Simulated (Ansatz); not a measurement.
# Ga₄AsP₃: geometry relaxation (part 2 of 2)

Ga₄AsP₃ (P-43m, 8 atoms in the cell); DFT, r2SCAN, plane waves, PAW, no spin polarisation (Ansatz 0.2.0); cutoff 500 eV, 4×4×4 k-mesh, Fermi–Dirac smearing of 0.02 eV. The structure was built on a prototype by a generator; it need not be a known phase. The geometry comes from this level: PBE.

Geometry of the input (Å; fractional positions):
```
5.5639  0.0000  0.0000
0.0000  5.5639  0.0000
0.0000  0.0000  5.5639
P  0.5000  0.0000  0.0000
Ga 0.2456  0.7544  0.7544
P  0.0000  0.5000  0.0000
Ga 0.7544  0.2456  0.7544
P  0.0000  0.0000  0.5000
Ga 0.7544  0.7544  0.2456
As 0.5000  0.5000  0.5000
Ga 0.2456  0.2456  0.2456
```

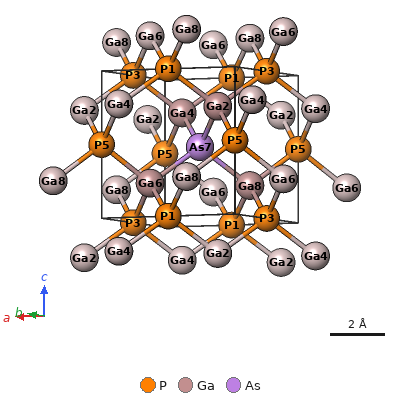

*The geometry at step 2 of the log (ball-and-stick view of the cell of the calculation, seen at an oblique angle; neighbours outside the cell are drawn fainter; atoms are numbered from 1 in the order of the input).*

### Output, continued
```
relax step   3: F+E_penalty+E_count = -22307.15243180 eV  Δ(F+E_penalty+E_count) = -1.661e-3 eV  max|allowed force component| = 1.322e-2 eV/Å  Δτ_max = 0.0052 Å  P = +0.043 GPa  Ω = 166.660 Å³  energy of the carried Pulay correction = +1.444e-3 eV  (6 SCF iters, dr2 threshold 4.17e-7 eV, accepted)
Crystal: 8 atoms, lattice volume = 166.742 Å³
iter 1 solved again at ethr=2.08e-8 eV; its pass at ethr=3.10e-3 eV (dr2=1.70e-5 eV) is discarded
SCF iter   1: F=—  HF=-22307.152403 eV  |F-HF|=—  |Δ(HF+E_count)|=         —  Δρ=1.63e-4  dr2=1.58e-5  dr2_τ=4.78e-5  ethr=2.08e-8  ⟨swp⟩=3.8  Hψ=2273  notcnv=0
automatic band count: iteration 1 solves 47 bands in place of 50: the levels show a gap, and the empty bands left out lie too high to hold charge; the band table lists the bands solved (type scf.n_extra_bands for more)
preconditioner: auto → Resta (q_TF=auto, 2.424 Å⁻¹)  ε∞=3.9  [insulator: Δε(μ)=1.577 eV  Ē_g=14.224 eV  σ=0.020 eV  W_gap=1.00  n_scr=32 (ndim 8)  ℏωp=24.4 eV  f_vac=0.021  D(μ)=0.00/eV (n_scr^D=0)  ε∞_Penn≈3.9]
SCF iter   2: F=—  HF=-22307.152506 eV  |F-HF|=—  |Δ(HF+E_count)|=   1.03e-4  Δρ=9.62e-5  dr2=6.58e-6  dr2_τ=8.66e-8  ethr=1.93e-8  ⟨swp⟩=2.5  Hψ=846  notcnv=0
SCF iter   3: F=—  HF=-22307.152487 eV  |F-HF|=—  |Δ(HF+E_count)|=   1.89e-5  Δρ=3.83e-5  dr2=1.60e-6  dr2_τ=8.51e-9  ethr=8.02e-9  ⟨swp⟩=2.9  Hψ=732  notcnv=0
SCF iter   4: F=—  HF=-22307.152487 eV  |F-HF|=—  |Δ(HF+E_count)|=   3.43e-7  Δρ=6.44e-6  dr2=1.07e-7  dr2_τ=2.16e-9  ethr=1.95e-9  ⟨swp⟩=2.7  Hψ=800  notcnv=0
SCF iter   5: F=—  HF=-22307.152487 eV  |F-HF|=—  |Δ(HF+E_count)|=   2.06e-8  Δρ=2.88e-6  dr2=2.09e-8  dr2_τ=2.43e-10  ethr=1.30e-10  ⟨swp⟩=2.0  Hψ=880  notcnv=0
SCF iter   6: F=-22307.152487 eV  HF=-22307.152487 eV  |F-HF|=4.69e-10  |Δ(HF+E_count)|=  8.77e-10  Δρ=9.11e-7  dr2=2.30e-9  dr2_τ=2.64e-11  ethr=1.33e-11  ⟨swp⟩=5.0  Hψ=1817  notcnv=0
SCF 4 converged in 6 iterations: F = -22307.152487 eV  dr2 = 2.30e-9
relax step   4: F+E_penalty+E_count = -22307.15248731 eV  Δ(F+E_penalty+E_count) = -5.551e-5 eV  max|allowed force component| = 5.891e-4 eV/Å  Δτ_max = 0.0015 Å  P = +0.003 GPa  Ω = 166.742 Å³  energy of the carried Pulay correction = +1.422e-3 eV  (6 SCF iters, dr2 threshold 1.09e-8 eV, accepted)
Initial wavefunctions: pseudopotential atomic-orbital guess (no wavefunctions were taken with the density)
iter 1 solved again at ethr=7.10e-7 eV; its pass at ethr=3.10e-3 eV (dr2=5.82e-4 eV) is discarded
SCF iter   1: F=—  HF=-22307.151162 eV  |F-HF|=—  |Δ(HF+E_count)|=         —  Δρ=4.17e-5  dr2=1.03e-6  dr2_τ=5.89e-7  ethr=7.10e-7  ⟨swp⟩=3.2  Hψ=3228  notcnv=0
eigensolver tolerance schedule: the retry pair's looser diagonalisation over-reported the residual by 561.99 of it (diagonalisation noise at 0.15 of the residual, at the tolerance the schedule requests for it); recorded, not acted on — ethr = c·dr2/N_el stays at c = 1.0e-1
preconditioner: auto → Resta (q_TF=auto, 2.424 Å⁻¹)  ε∞=3.7  [insulator: Δε(μ)=1.577 eV  Ē_g=14.772 eV  σ=0.020 eV  W_gap=1.00  n_scr=32 (ndim 8)  ℏωp=24.4 eV  f_vac=0.021  D(μ)=0.00/eV (n_scr^D=0)  ε∞_Penn≈3.7]
SCF iter   2: F=—  HF=-22307.151147 eV  |F-HF|=—  |Δ(HF+E_count)|=   1.55e-5  Δρ=2.75e-5  dr2=5.74e-7  dr2_τ=2.11e-8  ethr=1.26e-9  ⟨swp⟩=2.7  Hψ=929  notcnv=0
SCF iter   3: F=—  HF=-22307.151147 eV  |F-HF|=—  |Δ(HF+E_count)|=   1.31e-7  Δρ=4.14e-6  dr2=1.89e-8  dr2_τ=1.70e-9  ethr=7.00e-10  ⟨swp⟩=2.8  Hψ=860  notcnv=0
SCF iter   4: F=—  HF=-22307.151147 eV  |F-HF|=—  |Δ(HF+E_count)|=   3.44e-8  Δρ=2.01e-6  dr2=3.95e-9  dr2_τ=3.26e-11  ethr=2.30e-11  ⟨swp⟩=2.0  Hψ=860  notcnv=0
SCF iter   5: F=—  HF=-22307.151147 eV  |F-HF|=—  |Δ(HF+E_count)|=  6.77e-10  Δρ=1.20e-6  dr2=8.90e-10  dr2_τ=2.33e-11  ethr=4.82e-12  ⟨swp⟩=2.0  Hψ=910  notcnv=0
SCF iter   6: F=—  HF=-22307.151147 eV  |F-HF|=—  |Δ(HF+E_count)|=  2.76e-10  Δρ=4.85e-7  dr2=1.37e-10  dr2_τ=1.08e-12  ethr=1.08e-12  ⟨swp⟩=2.0  Hψ=900  notcnv=0
SCF iter   7: F=-22307.151147 eV  HF=-22307.151147 eV  |F-HF|=3.64e-12  |Δ(HF+E_count)|=  1.46e-11  Δρ=1.33e-7  dr2=1.24e-11  dr2_τ=1.24e-13  ethr=1.00e-12  ⟨swp⟩=4.4  Hψ=1679  notcnv=0
SCF 5 converged in 7 iterations: F = -22307.151147 eV  dr2 = 1.24e-11
relax step   5: F+E_penalty+E_count = -22307.15114662 eV  Δ(F+E_penalty+E_count) = +1.341e-3 eV  max|allowed force component| = 5.702e-4 eV/Å  Δτ_max = 0.0000 Å  P = -0.003 GPa  Ω = 166.742 Å³  stress off target by 2.68e-3 GPa  SCF on the basis re-selected at this cell (its energy is not comparable with the rows above)  (7 SCF iters)
basis re-selected at this cell: Δ(F+E_penalty+E_count) = +1.341e-3 eV, ΔP = -0.006 GPa vs the last step (what re-selecting the basis moved, of the pressure what is left beyond the Pulay correction that the steps carried, after the strain that the cell walked since its last selection, with what the two solves' SCF thresholds leave and, on support functions, any second-order correction that the steps lacked; it is no measure of the basis error at this ecutwfc). This SCF's stress stands 2.68e-3 GPa from its target on what of the cell is left free (relax.cell.stress_tol is 5.00e-2 GPa) and its largest allowed force component is 5.70e-4 eV/Å (relax.f_tol is 5.00e-3 eV/Å): within both
SCF converged after 7 iterations
Free energy (F): -22307.151147 eV
Harris-Foulkes:  -22307.151147 eV  (|F-HF|=3.64e-12)
Internal energy: -22307.151147 eV  (E = F + TS)
E sigma→0 (E₀):  -22307.151147 eV
Fermi energy:    7.981615 eV
--- Per-component energies (eV) ---
  E_band       = -538.173668
  E_kinetic    = 774.755623
  E_local      = -10834.772992  (includes V_loc(G=0)·N_el)
  E_nonlocal   = 1138.400566
  E_hartree    = 5190.526933
  E_xc         = -499.451521
  E_vxc        = -518.235278  (∫ρ·V_xc dr)
  E_paw        = -11591.598238  (= ΣΔE_a)
  E_vpaw       = -1504.920000  (= ΣTr[D̂ρ^β])
  E_aug_tail   = -0.000195  (compensation charges beyond the density's cutoff)
  E_vtau       = 25.544855  (kinetic-family band-sum trace: ∫τ·v_τ [+ j·A + Jᵃ·Aᵃ] dr)
  E_ewald      = -6480.669109
  E_core_change = -4.342214  (= ΣΔE_core)
  E_smearing   = -0.000000  (= −TS)
  E_closure    = -0.000000  (closes the sum)
  Σ components = -22307.151147   (vs F -22307.151147, Δ=0.00e0)
--- Forces (eV/Å), atoms counted from 1 ---
  atom   1  P     -0.00000000    -0.00000000     0.00000000
  atom   2  Ga    -0.00057022     0.00057022     0.00057022
  atom   3  P     -0.00000000    -0.00000000     0.00000000
  atom   4  Ga     0.00057022    -0.00057022     0.00057022
  atom   5  P     -0.00000000     0.00000000     0.00000000
  atom   6  Ga     0.00057022     0.00057022    -0.00057022
  atom   7  As    -0.00000000     0.00000000     0.00000000
  atom   8  Ga    -0.00057022    -0.00057022    -0.00057022
  max |Σ_I F_I| component: 4.25e-17 eV/Å
--- Stress (GPa, compression-positive) ---
       -0.002679      -0.000000       0.000000
       -0.000000      -0.002679       0.000000
        0.000000       0.000000      -0.002679
  P = ⅓ Tr σ = -0.0027 GPa (-0.027 kbar)
--- Relaxed structure (4 steps of the walk, 4 accepted, 1 SCFs on fresh bases) ---
  F+E_penalty+E_count = -22307.15114662 eV   max|allowed force component| = 5.702e-4 eV/Å   (the final SCF, on the basis selected at the relaxed cell)
  cell:  # Å, volume = 166.7423 Å³
    - [5.5040447874589775, 4.172848212839012e-34, 1.9901276092001438e-33]
    - [3.209883240645393e-34, 5.5040447874589775, 2.439511262890499e-33]
    - [1.4765462906968807e-33, 2.1827206036388678e-33, 5.5040447874589775]
  atoms:
    - { symbol: P, position: [0.49999999999999994, -2.617722821641836e-34, 2.4357800669639543e-20] }
    - { symbol: Ga, position: [0.24581353137565987, 0.75418646862434, 0.75418646862434] }
    - { symbol: P, position: [2.4357800669641938e-21, 0.49999999999999994, 2.4357800669639083e-20] }
    - { symbol: Ga, position: [0.75418646862434, 0.24581353137565987, 0.75418646862434] }
    - { symbol: P, position: [2.435780066964061e-21, 1.7956280512088623e-34, 0.49999999999999994] }
    - { symbol: Ga, position: [0.75418646862434, 0.75418646862434, 0.24581353137565987] }
    - { symbol: As, position: [0.49999999999999994, 0.49999999999999994, 0.49999999999999994] }
    - { symbol: Ga, position: [0.24581353137565987, 0.24581353137565987, 0.24581353137565987] }
```

### Trajectory as extended XYZ (Å, eV, eV/Å), 5 frames, from step=1 to step=5
```
8
Lattice="5.5639 0.0000 0.0000 0.0000 5.5639 0.0000 0.0000 0.0000 5.5639" Properties=species:S:1:pos:R:3:forces:R:3 step=1 energy=-22307.10603 pressure_GPa=-2.54
P     2.7820    0.0000    0.0000    0.0000   0.0000   0.0000
Ga    1.3664    4.1976    4.1976    0.0261  -0.0261  -0.0261
P     0.0000    2.7820    0.0000    0.0000   0.0000   0.0000
Ga    4.1976    1.3664    4.1976   -0.0261   0.0261  -0.0261
P     0.0000    0.0000    2.7820    0.0000   0.0000   0.0000
Ga    4.1976    4.1976    1.3664   -0.0261  -0.0261   0.0261
As    2.7820    2.7820    2.7820    0.0000   0.0000   0.0000
Ga    1.3664    1.3664    1.3664    0.0261   0.0261   0.0261
8
Lattice="5.5133 0.0000 0.0000 0.0000 5.5133 0.0000 0.0000 0.0000 5.5133" Properties=species:S:1:pos:R:3:forces:R:3 step=2 energy=-22307.15077 pressure_GPa=-0.41
P     2.7566    0.0000    0.0000    0.0000   0.0000   0.0000
Ga    1.3573    4.1559    4.1559   -0.0333   0.0333   0.0333
P     0.0000    2.7566    0.0000    0.0000   0.0000   0.0000
Ga    4.1559    1.3573    4.1559    0.0333  -0.0333   0.0333
P     0.0000    0.0000    2.7566    0.0000   0.0000   0.0000
Ga    4.1559    4.1559    1.3573    0.0333   0.0333  -0.0333
As    2.7566    2.7566    2.7566    0.0000   0.0000   0.0000
Ga    1.3573    1.3573    1.3573   -0.0333  -0.0333  -0.0333
8
Lattice="5.5031 0.0000 0.0000 0.0000 5.5031 0.0000 0.0000 0.0000 5.5031" Properties=species:S:1:pos:R:3:forces:R:3 step=3 energy=-22307.15243 pressure_GPa=0.04
P     2.7516    0.0000    0.0000    0.0000   0.0000   0.0000
Ga    1.3519    4.1513    4.1513    0.0132  -0.0132  -0.0132
P     0.0000    2.7516    0.0000    0.0000   0.0000   0.0000
Ga    4.1513    1.3519    4.1513   -0.0132   0.0132  -0.0132
P     0.0000    0.0000    2.7516    0.0000   0.0000   0.0000
Ga    4.1513    4.1513    1.3519   -0.0132  -0.0132   0.0132
As    2.7516    2.7516    2.7516    0.0000   0.0000   0.0000
Ga    1.3519    1.3519    1.3519    0.0132   0.0132   0.0132
8
Lattice="5.5040 0.0000 0.0000 0.0000 5.5040 0.0000 0.0000 0.0000 5.5040" Properties=species:S:1:pos:R:3:forces:R:3 step=4 energy=-22307.15249 pressure_GPa=0.00
P     2.7520    0.0000    0.0000    0.0000   0.0000   0.0000
Ga    1.3530    4.1511    4.1511   -0.0006   0.0006   0.0006
P     0.0000    2.7520    0.0000    0.0000   0.0000   0.0000
Ga    4.1511    1.3530    4.1511    0.0006  -0.0006   0.0006
P     0.0000    0.0000    2.7520    0.0000   0.0000   0.0000
Ga    4.1511    4.1511    1.3530    0.0006   0.0006  -0.0006
As    2.7520    2.7520    2.7520    0.0000   0.0000   0.0000
Ga    1.3530    1.3530    1.3530   -0.0006  -0.0006  -0.0006
8
Lattice="5.5040 0.0000 0.0000 0.0000 5.5040 0.0000 0.0000 0.0000 5.5040" Properties=species:S:1:pos:R:3:forces:R:3 step=5 energy=-22307.15115 pressure_GPa=-0.00
P     2.7520    0.0000    0.0000    0.0000   0.0000   0.0000
Ga    1.3530    4.1511    4.1511   -0.0006   0.0006   0.0006
P     0.0000    2.7520    0.0000    0.0000   0.0000   0.0000
Ga    4.1511    1.3530    4.1511    0.0006  -0.0006   0.0006
P     0.0000    0.0000    2.7520    0.0000   0.0000   0.0000
Ga    4.1511    4.1511    1.3530    0.0006   0.0006  -0.0006
As    2.7520    2.7520    2.7520    0.0000   0.0000   0.0000
Ga    1.3530    1.3530    1.3530   -0.0006  -0.0006  -0.0006
```

### Summary

```tsv
quantity	value
outcome	converged
space group (tolerance 0.01 Å)	P-43m (215)
electrons treated	82
free energy	−22307.1511 eV
Fermi energy	7.982 eV
pressure	0.00 GPa
final volume	166.74 Å³
largest force (length of the vector) at the end	0.001 eV/Å
final cell	a = 5.504 Å, b = 5.504 Å, c = 5.504 Å, α = 90.00°, β = 90.00°, γ = 90.00°
hardware	4 threads of Arm Neoverse V1, 24 GiB of memory available, shared host
wall time	23 s (CPU time 90 s)
peak memory	0.86 GiB
```
